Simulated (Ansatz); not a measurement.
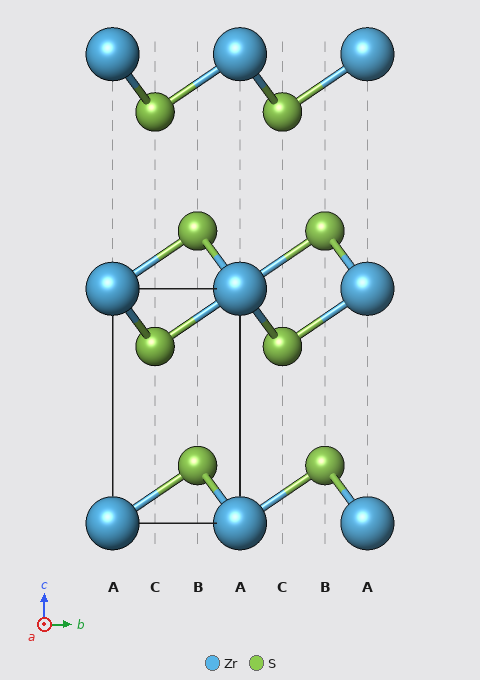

Projection along an edge of the hexagonal mesh, stacking direction c upwards. The dashed lines mark the three columns A (0, 0), B (1/3, 2/3) and C (2/3, 1/3). The sequence starts with the first layer at or above the cell's origin.

ZrS₂. Coordinates: the input geometry of an electronic-structure calculation (not necessarily at equilibrium); the starting structure was generated, so it need not be a known form of this composition.

**Give the sequence of layers in one repeat, with element and column.**

Zr(A) – S(B) – S(C) (three layers in 5.86 Å).

**How are the S layers alone stacked?**

S layers alone: BC, the hexagonal close-packed type.

**Which positions between or in the S layers do the other atoms fill?**

Zr: one octahedral site, counted in one hexagonal cell. One of the two gaps between S layers is empty, 2.97 Å wide.

**What short polytype symbol fits?**

Polytype symbol 1T, the symbol of a layered MX2 polytype (number of slabs in the repeat and lattice).
